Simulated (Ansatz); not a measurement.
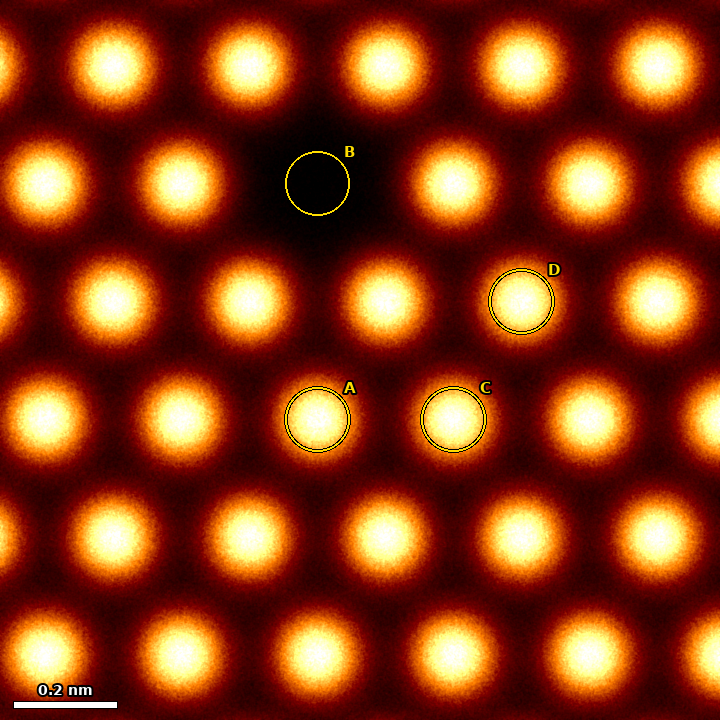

Dark-field STEM-like image of Ti (P6/mmm, No. 191) along [001]. The image is simulated as a sum over atoms of Z^1.7, blurred by a 1.30 Å probe (no channelling). The probe carries 15 % of its weight in a tail 2.5 times as wide. Shot noise was added.

The sample is 1 repeat (2.8 Å) thick. One point defect was put into the perfect crystal, without relaxing the atoms around it. Brightness is counted from the darkest point of the image. Host structure: coordinates from a relaxation with Ansatz, DFT, PBE, plane waves (420 eV) with PAW, scalar-relativistic; the starting structure was generated, so it need not be a known form of this composition.

**Which ringed column holds the defect, and does it scatter more or less than its equals?**

B; it scatters less. The column holds 1 atom (Ti) through the sample, and one Ti atom is missing, so its peak vanishes.
